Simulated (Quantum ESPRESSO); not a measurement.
# 2H-MoS2, 1 layer, rectangular cell: a series in strain along the second axis, part 2 of 7

Wanted: a table for 2H-MoS2, 1 layer, rectangular cell against strain along the second axis, and what can be fitted to it.

Quantum ESPRESSO 7.5; plane-wave DFT, PBE, GBRV ultrasoft pseudopotentials.

So far. Step 2 (Variable-cell relaxation of the reference):  The last row is no step: it is a fresh SCF in the final cell with a new plane-wave basis, -0 meV from the row before.

**3. Relaxing the ions, -4 %**

m0.relax.in reads:

```
&control
  prefix = 'm0.relax'
  outdir = './out'
  pseudo_dir = './pseudo'
  nstep = 40
  forc_conv_thr = 0.0003
  calculation = 'relax'
  tstress = .true.
/
&system
  ibrav = 0
  nat = 6
  ntyp = 2
  ecutwfc = 50
  ecutrho = 250
  occupations = 'smearing'
  smearing = 'fd'
  degauss = 0.002
/
&electrons
  conv_thr = 1e-09
  mixing_beta = 0.4
  electron_maxstep = 120
  mixing_mode = 'plain'
/
&ions
/
ATOMIC_SPECIES
  S   32.0600  s_pbe_v1.4.uspp.F.UPF
  Mo  95.9500  mo_pbe_v1.uspp.F.UPF
CELL_PARAMETERS angstrom
  3.18307604300000 0.00000000000000 0.00000000000000
  0.00000000000000 5.29275603648000 0.00000000000000
  0.00000000000000 0.00000000000000 18.26259773800000
ATOMIC_POSITIONS crystal
  S   0.999999999900 0.333333776000 0.414454234500
  S   0.500000000000 0.833333714400 0.414454237300
  Mo  0.000000000000 -0.000000854000 0.500000000000
  Mo  0.500000000000 0.499999206700 0.500000000000
  S   0.999999999900 0.333333776000 0.585545765500
  S   0.500000000000 0.833333714400 0.585545762700
K_POINTS automatic
  10 6 1 0 0 0
```

Command:

```
OMP_NUM_THREADS=1 mpirun -n 4 pw.x -nk 4 -in m0.relax.in > m0.relax.out
```

The program printed:

```text
[banner, memory and clock lines left out]
Program PWSCF v.7.5 starts
[citation notice left out]

[...]
Message from routine setup:
[...]
bravais-lattice index     =            0
     lattice parameter (alat)  =       6.0151  a.u.
     unit-cell volume          =    2076.2902 (a.u.)^3
     number of atoms/cell      =            6
     number of atomic types    =            2
     number of electrons       =        52.00
     number of Kohn-Sham states=           31
     kinetic-energy cutoff     =      50.0000  Ry
     charge density cutoff     =     250.0000  Ry
     scf convergence threshold =      1.0E-09
     mixing beta               =       0.4000
     number of iterations used =            8  plain     mixing
     energy convergence thresh.=      1.0E-04
     force convergence thresh. =      3.0E-04
     Exchange-correlation= SLA  PW   PBE  PBE
                           (   1   4   3   4   0   0   0)
     nstep                     =           40

[...]
PseudoPot. # 1 for S  read from file:
     ./pseudo/s_pbe_v1.4.uspp.F.UPF
     Pseudo is Ultrasoft + core correction, Zval =  6.0
     Generated by new atomic code, or converted to UPF format
     Using radial grid of  907 points,  6 beta functions with:
                l(1) =   0
                l(2) =   0
                l(3) =   1
                l(4) =   1
                l(5) =   2
                l(6) =   2
     Q(r) pseudized with  8 coefficients,  rinner =    1.300   1.300   1.300
                                                       1.300   1.300

     PseudoPot. # 2 for Mo read from file:
     ./pseudo/mo_pbe_v1.uspp.F.UPF
     Pseudo is Ultrasoft + core correction, Zval = 14.0
     Generated by new atomic code, or converted to UPF format
     Using radial grid of  889 points,  6 beta functions with:
                l(1) =   0
                l(2) =   0
                l(3) =   1
                l(4) =   1
                l(5) =   2
                l(6) =   2
     Q(r) pseudized with  6 coefficients,  rinner =    1.000   1.000   1.000
                                                       1.000   1.000

     atomic species   valence    mass     pseudopotential
     S                 6.00    32.06000     S ( 1.00)
     Mo               14.00    95.95000     Mo( 1.00)

      4 Sym. Ops. (no inversion) found

[...]
number of k points=    24  Fermi-Dirac smearing, width (Ry)=  0.0020
[...]
Dense  grid:   138565 G-vectors     FFT dimensions: (  32,  54, 180)

     Smooth grid:    99353 G-vectors     FFT dimensions: (  27,  45, 160)

     Initial potential from superposition of free atoms

     starting charge      51.9977, renormalised to      52.0000

     negative rho (up, down):  4.578E-03 0.000E+00
     Starting wfcs are   42 randomized atomic wfcs

     per-process dynamical memory:   124.4 Mb

     Self-consistent Calculation

     iteration #  1     ecut=    50.00 Ry     beta= 0.40
     Davidson diagonalization with overlap
     ethr =  1.00E-02,  avg # of iterations =  2.0

     Threshold (ethr) on eigenvalues was too large:
     Diagonalizing with lowered threshold

     Davidson diagonalization with overlap
     ethr =  3.77E-04,  avg # of iterations =  2.7

     negative rho (up, down):  4.707E-03 0.000E+00

     total energy              =    -375.40367956 Ry
     estimated scf accuracy    <       0.25812589 Ry

     iteration #  2     ecut=    50.00 Ry     beta= 0.40
[...]
negative rho (up, down):  4.683E-03 0.000E+00

[...]
total energy              =    -375.42975527 Ry
     estimated scf accuracy    <       0.13172343 Ry

     iteration #  3     ecut=    50.00 Ry     beta= 0.40
[...]
negative rho (up, down):  4.715E-03 0.000E+00

[...]
total energy              =    -375.45297909 Ry
     estimated scf accuracy    <       0.01499752 Ry

     iteration #  4     ecut=    50.00 Ry     beta= 0.40
[...]
negative rho (up, down):  4.719E-03 0.000E+00

[...]
total energy              =    -375.45388518 Ry
     estimated scf accuracy    <       0.00256611 Ry

     iteration #  5     ecut=    50.00 Ry     beta= 0.40
[...]
negative rho (up, down):  4.704E-03 0.000E+00

[...]
total energy              =    -375.45428979 Ry
     estimated scf accuracy    <       0.00114517 Ry

     iteration #  6     ecut=    50.00 Ry     beta= 0.40
[...]
negative rho (up, down):  4.700E-03 0.000E+00

[...]
total energy              =    -375.45443131 Ry
     estimated scf accuracy    <       0.00004594 Ry

[...]
iteration # 11     ecut=    50.00 Ry     beta= 0.40
[...]
negative rho (up, down):  4.695E-03 0.000E+00

[...]
total energy              =    -375.45446551 Ry
     estimated scf accuracy    <       0.00000024 Ry

     iteration # 12     ecut=    50.00 Ry     beta= 0.40
[...]
negative rho (up, down):  4.695E-03 0.000E+00

[...]
total energy              =    -375.45446555 Ry
     estimated scf accuracy    <          2.7E-09 Ry

     iteration # 13     ecut=    50.00 Ry     beta= 0.40
[...]
negative rho (up, down):  4.695E-03 0.000E+00

[...]
total energy              =    -375.45446555 Ry
     estimated scf accuracy    <          6.4E-09 Ry

     iteration # 14     ecut=    50.00 Ry     beta= 0.40
[...]
negative rho (up, down):  4.695E-03 0.000E+00

[...]
End of self-consistent calculation

          k = 0.0000 0.0000 0.0000 ( 12411 PWs)   bands (ev):

   -61.0726 -61.0171 -35.4300 -35.2578 -35.1542 -35.1277 -35.0017 -34.9411
   -14.5804 -13.2328 -12.3990 -12.3048  -6.2210  -6.0815  -5.2871  -4.4172
    -3.7388  -3.0983  -2.6047  -2.2193  -2.1798  -1.7614  -1.5998  -1.3868
    -0.8002  -0.4167   2.2534   2.4981   2.7409   2.7746   2.8662

          k = 0.0000 0.1002 0.0000 ( 12397 PWs)   bands (ev):

   -61.0689 -61.0208 -35.3983 -35.2510 -35.1612 -35.1193 -35.0103 -34.9750
   -14.4629 -13.1821 -12.5922 -12.3829  -6.0572  -5.9496  -5.0969  -4.2858
    -3.6452  -2.9753  -2.8804  -2.6211  -2.1226  -1.9661  -1.4691  -1.3527
    -1.0051  -0.4432   2.1491   2.5269   2.6356   2.6659   2.7139

[...]
the Fermi energy is     1.0942 ev

!    total energy              =    -375.45446555 Ry
     estimated scf accuracy    <          4.9E-10 Ry
     smearing contrib. (-TS)   =      -0.00000000 Ry
     internal energy E=F+TS    =    -375.45446555 Ry

     The total energy is F=E-TS. E is the sum of the following terms:
     one-electron contribution =   -2023.13497193 Ry
     hartree contribution      =    1013.75560862 Ry
     xc contribution           =     -72.74323742 Ry
     ewald contribution        =     706.66813517 Ry

     convergence has been achieved in  14 iterations

     negative rho (up, down):  4.695E-03 0.000E+00

     Forces acting on atoms (cartesian axes, Ry/au):

     atom    1 type  1   force =     0.00000000    0.00645431   -0.01651950
     atom    2 type  1   force =     0.00000000    0.00645475   -0.01651966
     atom    3 type  2   force =     0.00000000   -0.01290873    0.00000000
     atom    4 type  2   force =     0.00000000   -0.01290939    0.00000000
     atom    5 type  1   force =     0.00000000    0.00645431    0.01651950
     atom    6 type  1   force =     0.00000000    0.00645475    0.01651966

     Total force =     0.039894     Total SCF correction =     0.000059

     Computing stress (Cartesian axis) and pressure

     negative rho (up, down):  4.695E-03 0.000E+00
          total   stress  (Ry/bohr**3)                   (kbar)     P=       21.49
   0.00008052   0.00000000   0.00000000           11.84        0.00        0.00
   0.00000000   0.00026446   0.00000000            0.00       38.90        0.00
   0.00000000   0.00000000   0.00009323            0.00        0.00       13.71

     BFGS Geometry Optimization
     Energy error            =      1.6E-03 Ry
     Gradient error          =      1.7E-02 Ry/Bohr

     number of scf cycles    =   1
     number of bfgs steps    =   0

     energy             new  =    -375.4544655531 Ry

     new trust radius        =       0.0177359230 bohr
     new conv_thr            =       0.0000000010 Ry

ATOMIC_POSITIONS (crystal)
S                0.9999999999        0.3339790874        0.4139755652
S                0.5000000000        0.8339790691        0.4139755634
Mo               0.0000000000       -0.0012914872        0.5000000000
Mo               0.5000000000        0.4987085077        0.5000000000
S                0.9999999999        0.3339790874        0.5860244348
S                0.5000000000        0.8339790691        0.5860244366

[...]
NEW-OLD atomic charge density approx. for the potential

     negative rho (up, down):  4.681E-03 0.000E+00

     per-process dynamical memory:   138.8 Mb

[...]
!    total energy              =    -375.45564070 Ry
[...]
Total force =     0.019958     Total SCF correction =     0.000020
[...]
number of bfgs steps    =   1
[...]
energy             new  =    -375.4556406953 Ry
[...]
new trust radius        =       0.0198532994 bohr
[...]
!    total energy              =    -375.45609032 Ry
[...]
Total force =     0.004895     Total SCF correction =     0.000009
[...]
number of bfgs steps    =   2
[...]
energy             new  =    -375.4560903159 Ry
[...]
new trust radius        =       0.0034736987 bohr
[...]
!    total energy              =    -375.45611124 Ry
[...]
Total force =     0.002177     Total SCF correction =     0.000005
[...]
number of bfgs steps    =   3
[...]
energy             new  =    -375.4561112365 Ry
[...]
new trust radius        =       0.0016071532 bohr
[...]
Self-consistent Calculation

     iteration #  1     ecut=    50.00 Ry     beta= 0.40
     Davidson diagonalization with overlap
     ethr =  1.00E-06,  avg # of iterations =  3.0

     Threshold (ethr) on eigenvalues was too large:
     Diagonalizing with lowered threshold

     Davidson diagonalization with overlap
     ethr =  3.28E-09,  avg # of iterations =  5.9

     negative rho (up, down):  4.671E-03 0.000E+00

     total energy              =    -375.45611509 Ry
     estimated scf accuracy    <       0.00000051 Ry

[...]
iteration #  9     ecut=    50.00 Ry     beta= 0.40
[...]
negative rho (up, down):  4.671E-03 0.000E+00

[...]
End of self-consistent calculation

          k = 0.0000 0.0000 0.0000 ( 12411 PWs)   bands (ev):

   -61.0698 -61.0149 -35.4054 -35.2458 -35.1451 -35.1148 -34.9904 -34.9246
   -14.5005 -13.2261 -12.3286 -12.2292  -6.1437  -6.0065  -5.2781  -4.3690
    -3.6485  -2.9439  -2.4780  -2.2501  -2.1857  -1.7134  -1.4358  -1.3218
    -0.7639  -0.4790   2.2979   2.5787   2.6921   2.7260   2.7993

          k = 0.0000 0.1002 0.0000 ( 12397 PWs)   bands (ev):

   -61.0661 -61.0186 -35.3742 -35.2392 -35.1519 -35.1065 -34.9989 -34.9579
   -14.3842 -13.1722 -12.5223 -12.3143  -5.9695  -5.8734  -5.0762  -4.2459
    -3.5561  -2.8229  -2.7583  -2.5823  -2.1336  -1.9109  -1.3927  -1.2723
    -0.9592  -0.4958   2.1800   2.4923   2.5594   2.6052   2.7782

[...]
the Fermi energy is     0.9987 ev

!    total energy              =    -375.45611520 Ry
     estimated scf accuracy    <          3.7E-12 Ry
     smearing contrib. (-TS)   =      -0.00000000 Ry
     internal energy E=F+TS    =    -375.45611520 Ry

     The total energy is F=E-TS. E is the sum of the following terms:
     one-electron contribution =   -2011.45918235 Ry
     hartree contribution      =    1007.95256330 Ry
     xc contribution           =     -72.67316127 Ry
     ewald contribution        =     700.72366512 Ry

     convergence has been achieved in   9 iterations

     negative rho (up, down):  4.671E-03 0.000E+00

     Forces acting on atoms (cartesian axes, Ry/au):

     atom    1 type  1   force =     0.00000000   -0.00007787    0.00004581
     atom    2 type  1   force =     0.00000000   -0.00007746    0.00004607
     atom    3 type  2   force =     0.00000000    0.00015523    0.00000000
     atom    4 type  2   force =     0.00000000    0.00015543    0.00000000
     atom    5 type  1   force =     0.00000000   -0.00007787   -0.00004581
     atom    6 type  1   force =     0.00000000   -0.00007746   -0.00004607

     Total force =     0.000284     Total SCF correction =     0.000004

     Computing stress (Cartesian axis) and pressure

     negative rho (up, down):  4.671E-03 0.000E+00
          total   stress  (Ry/bohr**3)                   (kbar)     P=       13.57
   0.00005428   0.00000000   0.00000000            7.99        0.00        0.00
   0.00000000   0.00022353   0.00000000            0.00       32.88        0.00
   0.00000000   0.00000000  -0.00000099            0.00        0.00       -0.15

     Energy error            =      4.0E-06 Ry
     Gradient error          =      1.6E-04 Ry/Bohr

     bfgs converged in   5 scf cycles and   4 bfgs steps
     (criteria: energy <  1.0E-04 Ry, force <  3.0E-04 Ry/Bohr)

     End of BFGS Geometry Optimization

     Final energy             =    -375.4561152000 Ry

     File ./out/m0.relax.bfgs deleted, as requested
Begin final coordinates

ATOMIC_POSITIONS (crystal)
S                0.9999999999        0.3342130193        0.4132799382
S                0.5000000000        0.8342128886        0.4132799153
Mo               0.0000000000       -0.0017592609        0.5000000000
Mo               0.5000000000        0.4982407784        0.5000000000
S                0.9999999999        0.3342130193        0.5867200618
S                0.5000000000        0.8342128886        0.5867200847
End final coordinates

[...]
```

The job ended after 5.3 min (4 MPI ranks of Arm Neoverse V1, shared host; peak memory 1.1 GiB; 21 min of CPU time).

Step by step:

| step | energy less that of the first step (eV) | largest force (eV/Å) |
| --- | --- | --- |
| 1 | 0.0000 | 0.4560 |
| 2 | -0.0160 | 0.2484 |
| 3 | -0.0221 | 0.0532 |
| 4 | -0.0224 | 0.0304 |
| 5 | -0.0224 | 0.0040 |

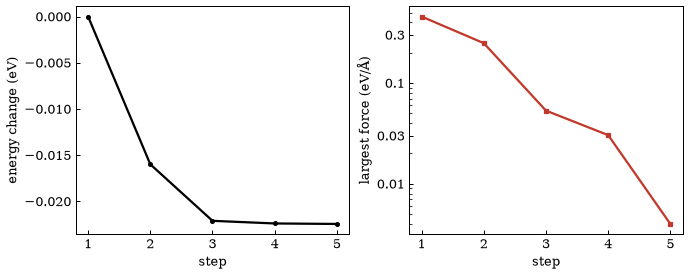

Energy and largest force along the relaxation.

The atoms that moved most (Å):

```csv
atom,dx,dy,dz,length
S6,0.000,0.005,0.021,0.022
S2,0.000,0.005,-0.021,0.022
S1,0.000,0.005,-0.021,0.022
S5,0.000,0.005,0.021,0.022
Mo4,0.000,-0.009,0.000,0.009
Mo3,0.000,-0.009,0.000,0.009
```

The relaxed structure:

```xyz
6
Lattice="3.1831 0.0000 0.0000 0.0000 5.2928 0.0000 0.0000 0.0000 18.2626" Properties=species:S:1:pos:R:3
S     3.1831    1.7689    7.5476
S     1.5915    4.4153    7.5476
Mo    0.0000   -0.0093    9.1313
Mo    1.5915    2.6371    9.1313
S     3.1831    1.7689   10.7150
S     1.5915    4.4153   10.7150
```

The relaxation lowers the energy by 4 meV an atom.

Read from the output:

* free energy: -5108.3407 eV
* Fermi energy: 0.9987 eV

(Continued in part 3 of 7.)

[Logs are printed without paths, hosts, clocks, repeated set-up lines and the standing remarks that a program may print on its own settings, such as how far it seeks lower states.]

[Hosts, paths, dates, database ids (printed as entryN), source tags and the programs' standing remarks are cut or masked in the printed files.]

[Maps of the electrostatic potential energy from Ansatz leave out the sawtooth potential of an applied field or a dipole correction, so their vacuum need not be flat; planar profiles and work functions include it.]
